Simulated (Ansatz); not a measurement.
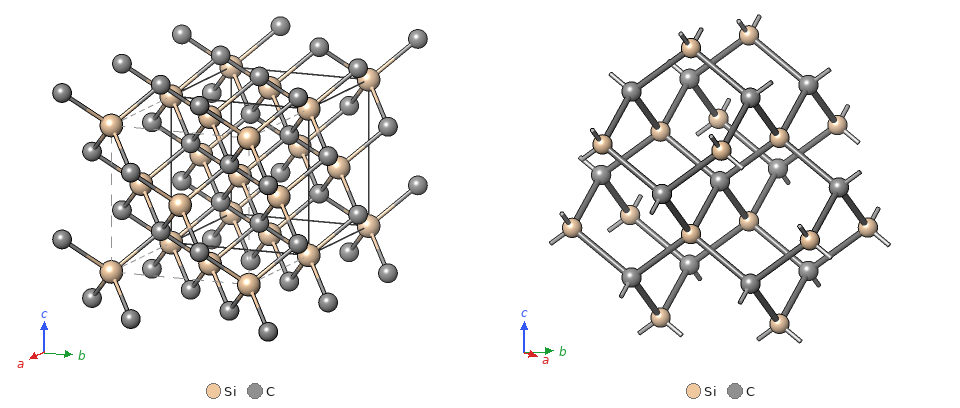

Left: the structure. Right: its underlying net. Nodes are coloured by element. Short stubs are edges that leave the cut-out.

SiC (space group F-43m, No. 216): the end point of a relaxation (final pressure about 13 GPa) with Ansatz 0.2.0, DFT PBEsol, scalar-relativistic, plane waves, PAW; the starting structure was generated, so it need not be a known form of this composition.

Bonds are taken as C–Si below 2.1 Å; no other contact counts. Atoms with one bond or none are removed and atoms with two bonds are replaced by edges, until no such atom is left.

The result is a uninodal 4-connected, three-periodic net: Si and C are 4-connected nodes. It is the dia net, known from diamond, zinc blende and cristobalite. It is a single net, without interpenetration.

```
    node  links  point symbol  coordination sequence
Si and C      4           6^6          4 12 24 42 64
```
